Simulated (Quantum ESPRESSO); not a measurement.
**Run report: CoSi2, band-structure run**

System: CoSi2 (Fm-3m, 3 atoms in the cell).
Method: Kohn-Sham DFT of a periodic cell, r2SCAN, SG15 PBE 1.2, spin-polarised (Quantum ESPRESSO 7.5).

The structure derives from an entry of the Crystallography Open Database.

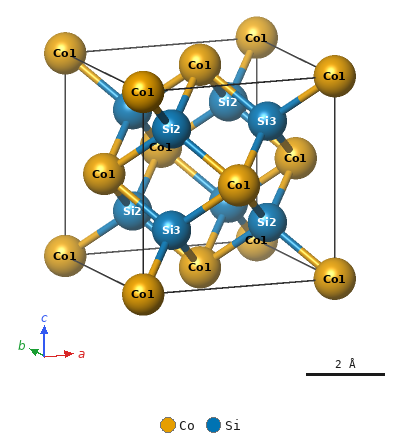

*The structure as given in the input (ball-and-stick view of the cell 4 times as large as that of the calculation, set on its symmetry axes, seen slightly off an axis; atoms are numbered from 1 in the order of the input). An atom can appear more than once, as a periodic image.*

Near neighbours in the periodic cell (some may lie outside the picture): Co has 8 Si at 2.32 Å; Si has 4 Co at 2.32 Å.

Input:
```
&CONTROL
  calculation = 'scf'
  prefix = 'pwscf'
  outdir = './tmp'
  pseudo_dir = './pseudo'
  tprnfor = .true.
  disk_io = 'low'
/
&SYSTEM
  ibrav = 0
  nat = 3
  ntyp = 2
  ecutwfc = 70
  nbnd = 22
  input_dft = 'r2scan'
  occupations = 'smearing'
  smearing = 'fd'
  degauss = 0.00367493
  nspin = 2
  starting_magnetization(1) = 0.1176
  starting_magnetization(2) = 0
  nosym = .true.
/
&ELECTRONS
  conv_thr = 1d-08
  electron_maxstep = 120
  mixing_beta = 0.3
/
ATOMIC_SPECIES
Co    58.9332 Co_ONCV_PBE-1.2.upf
Si    28.0850 Si_ONCV_PBE-1.2.upf
CELL_PARAMETERS angstrom
   0.0000000000    2.6780000000    2.6780000000
   2.6780000000    0.0000000000    2.6780000000
   2.6780000000    2.6780000000    0.0000000000
ATOMIC_POSITIONS crystal
Co     0.0000000000    0.0000000000    0.0000000000
Si     0.7500000000    0.7500000000    0.7500000000
Si     0.2500000000    0.2500000000    0.2500000000
K_POINTS automatic
7 7 7 0 0 0
```

File bands.in:
```
&CONTROL
  calculation = 'bands'
  prefix = 'pwscf'
  outdir = './tmp'
  pseudo_dir = './pseudo'
  disk_io = 'low'
  verbosity = 'high'
/
&SYSTEM
  ibrav = 0
  nat = 3
  ntyp = 2
  ecutwfc = 70
  nbnd = 22
  input_dft = 'r2scan'
  occupations = 'smearing'
  smearing = 'fd'
  degauss = 0.00367493
  nspin = 2
  starting_magnetization(1) = 0.1176
  starting_magnetization(2) = 0
  nosym = .true.
/
&ELECTRONS
  conv_thr = 1d-08
  electron_maxstep = 120
  mixing_beta = 0.3
  diago_full_acc = .true.
  startingwfc = 'random'
/
ATOMIC_SPECIES
Co    58.9332 Co_ONCV_PBE-1.2.upf
Si    28.0850 Si_ONCV_PBE-1.2.upf
CELL_PARAMETERS angstrom
   0.0000000000    2.6780000000    2.6780000000
   2.6780000000    0.0000000000    2.6780000000
   2.6780000000    2.6780000000    0.0000000000
ATOMIC_POSITIONS crystal
Co     0.0000000000    0.0000000000    0.0000000000
Si     0.7500000000    0.7500000000    0.7500000000
Si     0.2500000000    0.2500000000    0.2500000000
K_POINTS crystal
60
 0.0000000000  0.0000000000  0.0000000000 1
 0.0625000000  0.0000000000  0.0625000000 1
 0.1250000000  0.0000000000  0.1250000000 1
 0.1875000000  0.0000000000  0.1875000000 1
 0.2500000000  0.0000000000  0.2500000000 1
 0.3125000000  0.0000000000  0.3125000000 1
 0.3750000000  0.0000000000  0.3750000000 1
 0.4375000000  0.0000000000  0.4375000000 1
 0.5000000000  0.0000000000  0.5000000000 1
 0.5000000000  0.0625000000  0.5625000000 1
 0.5000000000  0.1250000000  0.6250000000 1
 0.5000000000  0.1875000000  0.6875000000 1
 0.5000000000  0.2500000000  0.7500000000 1
 0.4375000000  0.3125000000  0.7500000000 1
 0.3750000000  0.3750000000  0.7500000000 1
 0.3375000000  0.3375000000  0.6750000000 1
 0.3000000000  0.3000000000  0.6000000000 1
 0.2625000000  0.2625000000  0.5250000000 1
 0.2250000000  0.2250000000  0.4500000000 1
 0.1875000000  0.1875000000  0.3750000000 1
 0.1500000000  0.1500000000  0.3000000000 1
 0.1125000000  0.1125000000  0.2250000000 1
 0.0750000000  0.0750000000  0.1500000000 1
 0.0375000000  0.0375000000  0.0750000000 1
 0.0000000000  0.0000000000  0.0000000000 1
 0.0625000000  0.0625000000  0.0625000000 1
 0.1250000000  0.1250000000  0.1250000000 1
 0.1875000000  0.1875000000  0.1875000000 1
 0.2500000000  0.2500000000  0.2500000000 1
 0.3125000000  0.3125000000  0.3125000000 1
 0.3750000000  0.3750000000  0.3750000000 1
 0.4375000000  0.4375000000  0.4375000000 1
 0.5000000000  0.5000000000  0.5000000000 1
 0.5250000000  0.4500000000  0.5250000000 1
 0.5500000000  0.4000000000  0.5500000000 1
 0.5750000000  0.3500000000  0.5750000000 1
 0.6000000000  0.3000000000  0.6000000000 1
 0.6250000000  0.2500000000  0.6250000000 1
 0.5833333333  0.2500000000  0.6666666667 1
 0.5416666667  0.2500000000  0.7083333333 1
 0.5000000000  0.2500000000  0.7500000000 1
 0.5000000000  0.2857142857  0.7142857143 1
 0.5000000000  0.3214285714  0.6785714286 1
 0.5000000000  0.3571428571  0.6428571429 1
 0.5000000000  0.3928571429  0.6071428571 1
 0.5000000000  0.4285714286  0.5714285714 1
 0.5000000000  0.4642857143  0.5357142857 1
 0.5000000000  0.5000000000  0.5000000000 1
 0.4821428571  0.4821428571  0.5357142857 1
 0.4642857143  0.4642857143  0.5714285714 1
 0.4464285714  0.4464285714  0.6071428571 1
 0.4285714286  0.4285714286  0.6428571429 1
 0.4107142857  0.4107142857  0.6785714286 1
 0.3928571429  0.3928571429  0.7142857143 1
 0.3750000000  0.3750000000  0.7500000000 1
 0.6250000000  0.2500000000  0.6250000000 1
 0.5937500000  0.1875000000  0.5937500000 1
 0.5625000000  0.1250000000  0.5625000000 1
 0.5312500000  0.0625000000  0.5312500000 1
 0.5000000000  0.0000000000  0.5000000000 1
```

Run on 2 threads of Intel Xeon @ 2.90GHz (Ice Lake), 128 GiB of memory available, shared host.

Launch command:
```bash
OMP_NUM_THREADS=1 mpirun -n 2 pw.x -nk 2 -in pw.in > pw.out
OMP_NUM_THREADS=1 mpirun -n 2 pw.x -nk 2 -in bands.in > bands.out
```

Output:
```
This program is part of the open-source Quantum ESPRESSO suite
     for quantum simulation of materials; please cite
         "P. Giannozzi et al., J. Phys.:Condens. Matter 21 395502 (2009);
         "P. Giannozzi et al., J. Phys.:Condens. Matter 29 465901 (2017);
         "P. Giannozzi et al., J. Chem. Phys. 152 154105 (2020);
          URL
     in publications or presentations arising from this work. More details at

     IMPORTANT: XC functional enforced from input :
     Exchange-correlation= R2SCAN
                           (   0   0   0   0   0 497 498)
     Any further DFT definition will be discarded
     Please, verify this is what you really want

     K-points division:     npool     =       2
     Subspace diagonalization in iterative solution of the eigenvalue problem:
     a serial algorithm will be used

     G-vector sticks info
     --------------------
     sticks:   dense  smooth     PW     G-vecs:    dense   smooth      PW
     Sum         979     979    301                20395    20395    3479

     Using Slab Decomposition

     bravais-lattice index     =            0
     lattice parameter (alat)  =       7.1569  a.u.
     unit-cell volume          =     259.2139 (a.u.)^3
     number of atoms/cell      =            3
     number of atomic types    =            2
     number of electrons       =        25.00
     number of Kohn-Sham states=           22
     kinetic-energy cutoff     =      70.0000  Ry
     charge density cutoff     =     280.0000  Ry
     scf convergence threshold =      1.0E-08
     mixing beta               =       0.3000
     number of iterations used =            8  plain     mixing
     Exchange-correlation= R2SCAN
                           (   0   0   0   0   0 497 498)

     celldm(1)=   7.156892  celldm(2)=   0.000000  celldm(3)=   0.000000
     celldm(4)=   0.000000  celldm(5)=   0.000000  celldm(6)=   0.000000

     crystal axes: (cart. coord. in units of alat)
               a(1) = (   0.000000   0.707107   0.707107 )
               a(2) = (   0.707107   0.000000   0.707107 )
               a(3) = (   0.707107   0.707107   0.000000 )

     reciprocal axes: (cart. coord. in units 2 pi/alat)
               b(1) = ( -0.707107  0.707107  0.707107 )
               b(2) = (  0.707107 -0.707107  0.707107 )
               b(3) = (  0.707107  0.707107 -0.707107 )

     PseudoPot. # 1 for Co read from file:
     Co_ONCV_PBE-1.2.upf
     Pseudo is Norm-conserving, Zval = 17.0
     Generated using ONCVPSP code by D. R. Hamann
     Using radial grid of  602 points,  6 beta functions with:
                l(1) =   0
                l(2) =   0
                l(3) =   1
                l(4) =   1
                l(5) =   2
                l(6) =   2

     PseudoPot. # 2 for Si read from file:
     Si_ONCV_PBE-1.2.upf
     Pseudo is Norm-conserving, Zval =  4.0
     Generated using ONCVPSP code by D. R. Hamann
     Using radial grid of  602 points,  4 beta functions with:
                l(1) =   0
                l(2) =   0
                l(3) =   1
                l(4) =   1

     atomic species   valence    mass     pseudopotential
     Co               17.00    58.93320     Co( 1.00)
     Si                4.00    28.08500     Si( 1.00)

     Starting magnetic structure
     atomic species   magnetization
     Co              0.118
     Si              0.000

     No symmetry found

   Cartesian axes

     site n.     atom                  positions (alat units)
         1        Co     tau(   1) = (   0.0000000   0.0000000   0.0000000  )
         2        Si     tau(   2) = (   1.0606602   1.0606602   1.0606602  )
         3        Si     tau(   3) = (   0.3535534   0.3535534   0.3535534  )

     number of k points=   172  Fermi-Dirac smearing, width (Ry)=  0.0037

     Number of k-points >= 100: set verbosity='high' to print them.

     Dense  grid:    20395 G-vectors     FFT dimensions: (  40,  40,  40)

     WARNING: libxc functional with ID  497 depends
      on external parameters: check the user_guide of
      QE if you need to modify them or to check their
      default values.

     WARNING: libxc functional with ID  498 depends
      on external parameters: check the user_guide of
      QE if you need to modify them or to check their
      default values.
     Generating pointlists ...
     new r_m :   0.2526 (alat units)  1.8079 (a.u.) for type    1
     new r_m :   0.2526 (alat units)  1.8079 (a.u.) for type    2

     Initial potential from superposition of free atoms

     starting charge      24.8701, renormalised to      25.0000
     Starting wfcs are random

     Self-consistent Calculation

     iteration #  1     ecut=    70.00 Ry     beta= 0.30
     Davidson diagonalization with overlap
     ethr =  1.00E-02,  avg # of iterations = 11.0

     total energy              =    -286.78495501 Ry
     estimated scf accuracy    <      21.11863300 Ry

     total magnetization       =     0.34 Bohr mag/cell
     absolute magnetization    =     0.72 Bohr mag/cell

     iteration #  2     ecut=    70.00 Ry     beta= 0.30
     Davidson diagonalization with overlap
     ethr =  1.00E-02,  avg # of iterations =  1.0

     total energy              =    -286.73600703 Ry
     estimated scf accuracy    <      12.47303317 Ry

     total magnetization       =     0.39 Bohr mag/cell
     absolute magnetization    =     0.85 Bohr mag/cell

     iteration #  3     ecut=    70.00 Ry     beta= 0.30
     Davidson diagonalization with overlap
     ethr =  1.00E-02,  avg # of iterations =  1.0

     total energy              =    -286.76807919 Ry
     estimated scf accuracy    <       3.97760695 Ry

     total magnetization       =     0.12 Bohr mag/cell
     absolute magnetization    =     0.37 Bohr mag/cell

     iteration #  4     ecut=    70.00 Ry     beta= 0.30
     Davidson diagonalization with overlap
     ethr =  1.00E-02,  avg # of iterations =  1.0

     total energy              =    -286.84655392 Ry
     estimated scf accuracy    <       0.28386571 Ry

     total magnetization       =     0.13 Bohr mag/cell
     absolute magnetization    =     0.40 Bohr mag/cell

     iteration #  5     ecut=    70.00 Ry     beta= 0.30
     Davidson diagonalization with overlap
     ethr =  1.14E-03,  avg # of iterations =  1.0

     total energy              =    -286.85378054 Ry
     estimated scf accuracy    <       0.04110634 Ry

     total magnetization       =     0.12 Bohr mag/cell
     absolute magnetization    =     0.34 Bohr mag/cell

     iteration #  6     ecut=    70.00 Ry     beta= 0.30
     Davidson diagonalization with overlap
     ethr =  1.64E-04,  avg # of iterations =  1.2

     total energy              =    -286.84921575 Ry
     estimated scf accuracy    <       0.13128033 Ry

     total magnetization       =     0.05 Bohr mag/cell
     absolute magnetization    =     0.18 Bohr mag/cell

     iteration #  7     ecut=    70.00 Ry     beta= 0.30
     Davidson diagonalization with overlap
     ethr =  1.64E-04,  avg # of iterations =  1.1

     total energy              =    -286.85594146 Ry
     estimated scf accuracy    <       0.00774287 Ry

     total magnetization       =     0.04 Bohr mag/cell
     absolute magnetization    =     0.13 Bohr mag/cell

     iteration #  8     ecut=    70.00 Ry     beta= 0.30
     Davidson diagonalization with overlap
     ethr =  3.10E-05,  avg # of iterations =  1.7

     total energy              =    -286.85600184 Ry
     estimated scf accuracy    <       0.00566190 Ry

     total magnetization       =     0.03 Bohr mag/cell
     absolute magnetization    =     0.11 Bohr mag/cell

     iteration #  9     ecut=    70.00 Ry     beta= 0.30
     Davidson diagonalization with overlap
     ethr =  2.26E-05,  avg # of iterations =  1.1

     total energy              =    -286.85599392 Ry
     estimated scf accuracy    <       0.00114776 Ry

     total magnetization       =     0.02 Bohr mag/cell
     absolute magnetization    =     0.05 Bohr mag/cell

     iteration # 10     ecut=    70.00 Ry     beta= 0.30
     Davidson diagonalization with overlap
     ethr =  4.59E-06,  avg # of iterations =  2.5

     total energy              =    -286.85609294 Ry
     estimated scf accuracy    <       0.00057905 Ry

     total magnetization       =     0.00 Bohr mag/cell
     absolute magnetization    =     0.01 Bohr mag/cell

     iteration # 11     ecut=    70.00 Ry     beta= 0.30
     Davidson diagonalization with overlap
     ethr =  2.32E-06,  avg # of iterations =  1.4

     total energy              =    -286.85610029 Ry
     estimated scf accuracy    <       0.00002863 Ry

     total magnetization       =    -0.00 Bohr mag/cell
     absolute magnetization    =     0.00 Bohr mag/cell

     iteration # 12     ecut=    70.00 Ry     beta= 0.30
     Davidson diagonalization with overlap
     ethr =  1.15E-07,  avg # of iterations =  1.0

     total energy              =    -286.85610162 Ry
     estimated scf accuracy    <       0.00000224 Ry

     total magnetization       =    -0.00 Bohr mag/cell
     absolute magnetization    =     0.00 Bohr mag/cell

     iteration # 13     ecut=    70.00 Ry     beta= 0.30
     Davidson diagonalization with overlap
     ethr =  8.97E-09,  avg # of iterations =  1.1

     total energy              =    -286.85610167 Ry
     estimated scf accuracy    <       0.00000112 Ry

     total magnetization       =     0.00 Bohr mag/cell
     absolute magnetization    =     0.00 Bohr mag/cell

     iteration # 14     ecut=    70.00 Ry     beta= 0.30
     Davidson diagonalization with overlap
     ethr =  4.47E-09,  avg # of iterations =  1.0

     total energy              =    -286.85610175 Ry
     estimated scf accuracy    <       0.00000077 Ry

     total magnetization       =    -0.00 Bohr mag/cell
     absolute magnetization    =     0.00 Bohr mag/cell

     iteration # 15     ecut=    70.00 Ry     beta= 0.30
     Davidson diagonalization with overlap
     ethr =  3.07E-09,  avg # of iterations =  1.0

     total energy              =    -286.85610175 Ry
     estimated scf accuracy    <       0.00000040 Ry

     total magnetization       =    -0.00 Bohr mag/cell
     absolute magnetization    =     0.00 Bohr mag/cell

     iteration # 16     ecut=    70.00 Ry     beta= 0.30
     Davidson diagonalization with overlap
     ethr =  1.61E-09,  avg # of iterations =  1.0

     Magnetic moment per site  (integrated on atomic sphere of radius R)
     atom   1 (R=0.253)  charge= 15.5283  magn= -0.0000
     atom   2 (R=0.253)  charge=  1.7322  magn=  0.0000
     atom   3 (R=0.253)  charge=  1.7322  magn=  0.0000

     End of self-consistent calculation

     Number of k-points >= 100: set verbosity='high' to print the bands.

     the Fermi energy is    13.2310 ev

!    total energy              =    -286.85610175 Ry
     estimated scf accuracy    <          2.0E-09 Ry
     smearing contrib. (-TS)   =      -0.00060688 Ry
     internal energy E=F+TS    =    -286.85549487 Ry

     The total energy is F=E-TS. E is the sum of the following terms:
     one-electron contribution =    -190.31066230 Ry
     hartree contribution      =     106.56612819 Ry
     xc contribution           =     -32.70535069 Ry
     ewald contribution        =    -170.40561008 Ry

     total magnetization       =    -0.00 Bohr mag/cell
     absolute magnetization    =     0.00 Bohr mag/cell

     convergence has been achieved in  16 iterations

     Forces acting on atoms (cartesian axes, Ry/au):

     atom    1 type  1   force =    -0.00000003    0.00000003   -0.00000004
     atom    2 type  2   force =     0.00000001   -0.00000003    0.00000005
     atom    3 type  2   force =     0.00000002   -0.00000001   -0.00000001

     Total force =     0.000000     Total SCF correction =     0.000004
     SCF correction compared to forces is large: reduce conv_thr to get better values

=------------------------------------------------------------------------------=
   JOB DONE.
=------------------------------------------------------------------------------=
```

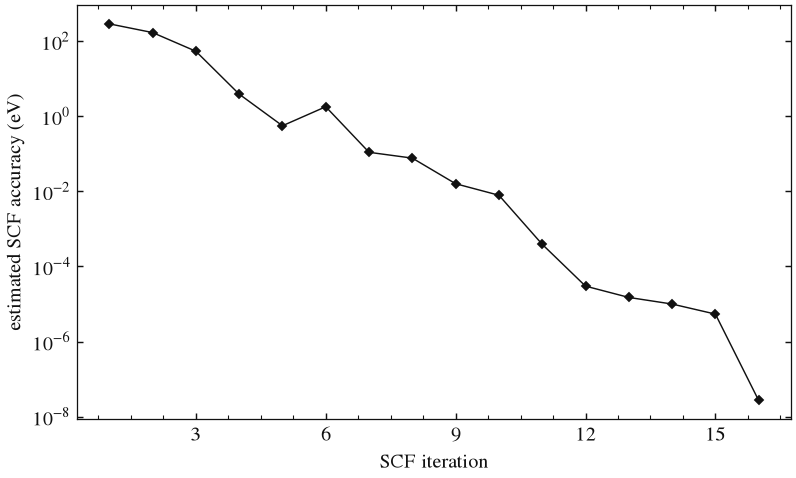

*Convergence of the self-consistent field: estimated SCF accuracy against the iteration.*

The field takes 16 iterations in all.

Results in brief:

- outcome: converged
- space group (tolerance 0.01 Å): Fm-3m (225)
- electrons treated: 25
- free energy: −3902.8761 eV
- Fermi energy: 13.231 eV
- gap on the k-point mesh: none (metallic)
- net moment of the cell: 0.00 μB
- integrated absolute moment: 0.00 μB
- largest force (length of the vector): under 0.001 eV/Å
- wall time: 14 min (CPU time 28 min)
- peak memory: 0.5 GiB

Notes:

Further notes kept with the run: potentials made for another functional. Notes on the run: SCF correction compared to forces is large. Points of doubt noted for this run: coarse mesh; potentials made for another functional.
